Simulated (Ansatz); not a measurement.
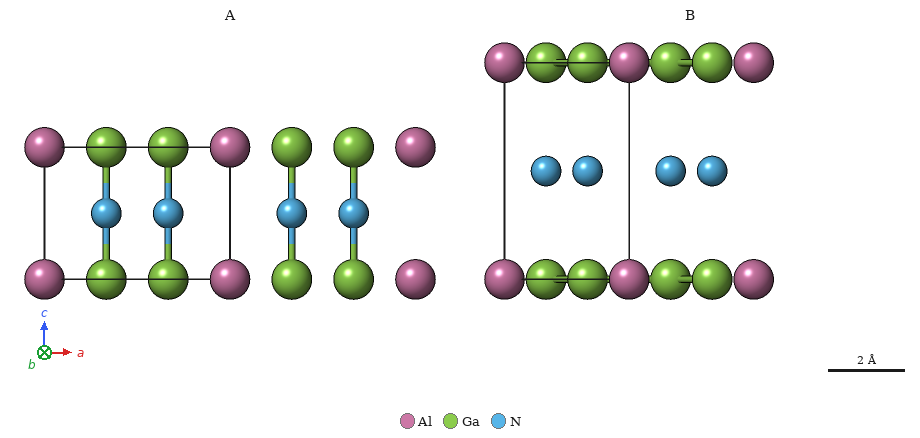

Two geometries of solid AlGa$_{2}$N$_{2}$ (a generated structure, set up in P6/mmm) (coarse preliminary run), drawn at one scale. One is the start of a relaxation, the other its converged end. A ball-and-stick model of the cell of the calculation, repeated 2 × 1 × 1 with one cell outlined, seen along the b axis.

Level of theory: DFT PBE, scalar-relativistic, plane waves, PAW in Ansatz. Settings: plane-wave cutoff 420 eV; k-point mesh 6 × 6 × 4; occupations gaussian; smearing width 0.1 eV; no spin polarisation; cell and atoms relaxed; force threshold 0.04 eV/Å; at most 70 steps.

Q: Which one is relaxed?

A: Structure A is the relaxed one. The energy falls by 8.918 eV per cell of the calculation in 18 accepted moves (21 points after the start). All forces vanish by symmetry, so only the cell relaxes. The pressure goes from 34.17 to 0.12 GPa. The SCF was repeated 3 times at an unchanged geometry on a basis and grid sized afresh for the cell, which shifted the energy by 0.353 eV per cell of the calculation at most. No atom moves by more than 0.005 Å relative to the cell. Cell: a = b 3.796 → 5.651 Å (+48.9 %), c 5.718 → 3.484 Å (−39.1 %). Volume +35.0 %. Some distances before and after: Ga–N 2.859 → 1.742 Å, Ga–Ga 2.191 → 3.262 Å, Al–Ga 2.191 → 3.262 Å. New bonds form: Ga–N (2.86 → 1.74 Å). Bonds break: Ga–Ga (2.19 → 3.26 Å). The space group stays P6/mmm (No. 191).
